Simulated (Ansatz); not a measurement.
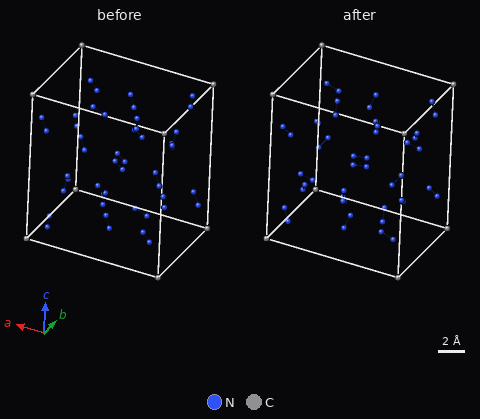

The structure of a defect cell of composition CN₄₈ (cell charge −1) before (left) and after (right) a relaxation, at one scale.

The picture is a ball-and-stick view of the cell of the calculation, seen from a free direction.

Case: C interstitial, charge -1, atoms relaxed at the host's cell.

Computed with DFT PBEsol, scalar-relativistic, plane waves, PAW (Ansatz). Settings: plane-wave cutoff 420 eV; k-point mesh 2 × 2 × 2; occupations gaussian; smearing width 0.01 eV; mesh shifted by (0.5, 0.5, 0.5); collinear spin; atoms relaxed in a fixed cell; force threshold 0.025 eV/Å; at most 45 steps.

**Describe what moved and what it gained.**

The run was cut off at its time limit before the relaxation converged, so the last structure is only a point on the way. After 27 accepted moves (40 points after the start) the energy has fallen by 1.797 eV per cell of the calculation. The largest force component goes from 1.1 to 0.094 eV/Å. The line search rejected the trial steps at points 2, 6, 8, 15, 17, 18, 24, 26 and more of the run. 2 steps only repeated the SCF at the same geometry. The forces were under the threshold at step 16, but the run went on from there. The largest moves, 0.75 Å, are those of N atoms. C stays in place. The cell doesn't change. The run took 9.5 min on 4 threads of AMD EPYC 9R45 96-Core Processor (Zen 5) (shared host), peak memory 4.5 GiB.

Limits of the set-up: the cell is charged, on a uniform background, and energies carry no finite-size correction.
